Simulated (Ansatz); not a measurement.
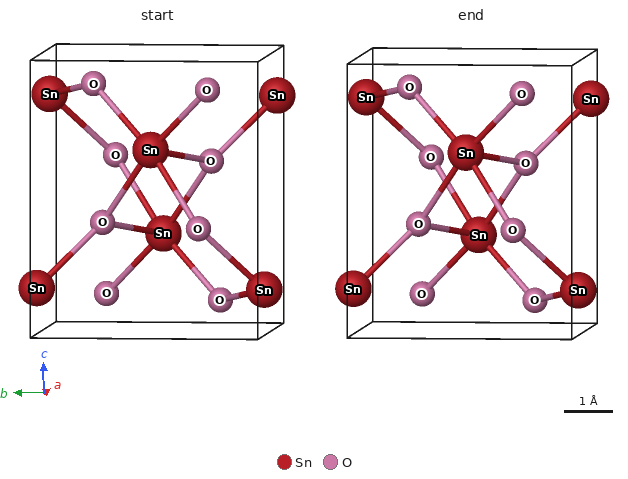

The structure of crystalline SnO₂ (built on the monoclinic host type) before (left) and after (right) a relaxation, at one scale.

The picture is a ball-and-stick view of the cell of the calculation, seen from a free direction.

Computed with Ansatz 0.2.0, DFT, r2SCAN, plane waves, PAW. (plane-wave cutoff 500 eV; k-point mesh 4 × 6 × 4; occupations fermi dirac; smearing width 0.02 eV; no spin polarisation; cell and atoms relaxed; force threshold 0.005 eV/Å)

What changed between the two?

After 4 accepted moves (5 points after the start) the energy has fallen by 12.0 meV per atom. Largest force component: 0.094 eV/Å at the start, 0.0028 eV/Å at the end. Pressure: −7.80 GPa at the start and 0.02 GPa at the end. The SCF was repeated once at an unchanged geometry on a basis and grid sized afresh for the cell, which shifted the energy by 0.2 meV per atom at most. The largest moves relative to the cell, 0.005 Å, are those of O atoms. Sn stays in place. Cell: a 5.305 → 5.238 Å (−1.3 %), b 4.790 → 4.731 Å (−1.2 %), c 5.824 → 5.745 Å (−1.4 %). Volume −3.8 %. Among the contacts that change: O–Sn 2.064 → 2.035 Å, O–Sn 2.136 → 2.107 Å, O–Sn 2.088 → 2.064 Å. The space group stays Pbcn (No. 60). Cost: 32 s on 1 × NVIDIA H100 80GB HBM3 with 2 threads of AMD EPYC 7R13 Processor (Zen 3), with other jobs on the host, peak memory 1.4 GiB.
